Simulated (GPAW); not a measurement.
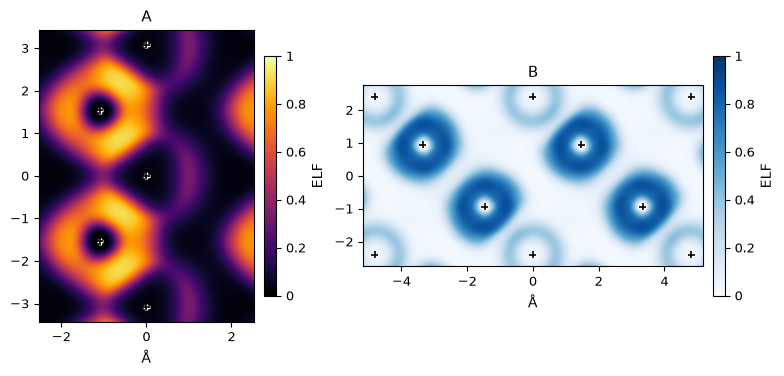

The electron localisation function of 2 systems, each on a plane through atoms (crosses mark nuclei in the plane).

Level of theory: GPAW 26.7.0, Kohn-Sham DFT of a periodic cell, LDA, PAW data sets made by gpaw-setup for the functional.

System 1: SiC, the (101) plane of the conventional cell. Space group F-43m; computed pressure about −3 GPa in this cell.

```yaml
crystal:
  lattice:
    - [4.35800, 0.00000, 0.00000]
    - [0.00000, 0.00000, -4.35800]
    - [0.00000, 4.35800, 0.00000]
  atoms:
    - { symbol: Si, position: [0.50000, 0.50000, 0.00000] }
    - { symbol: Si, position: [0.00000, 0.50000, 0.50000] }
    - { symbol: Si, position: [0.00000, 0.00000, 0.00000] }
    - { symbol: Si, position: [0.50000, 0.00000, 0.50000] }
    - { symbol: C, position: [0.75000, 0.75000, 0.25000] }
    - { symbol: C, position: [0.25000, 0.75000, 0.75000] }
    - { symbol: C, position: [0.25000, 0.25000, 0.25000] }
    - { symbol: C, position: [0.75000, 0.25000, 0.75000] }
```

System 2: HfO2, the (001) plane of the conventional cell. Space group P4₂/mnm; a structure from a database of computed crystals, not necessarily the ambient phase; computed pressure about −5 GPa in this cell.

Question: Match each panel to its system.

Answer: Panel A is system 1, SiC: the plane holds Si and C. Si–C (1.89 Å): the ELF peaks at about 0.90 between the atoms; a shared electron pair. Panel B is system 2, HfO2: the plane holds Hf and O. Hf–O (2.08 Å): the ELF peaks at about 0.85 in the valence shell of O, 0.6 Å from its nucleus, and drops to about 0.25 between the two atoms: no localised pair shows between them.
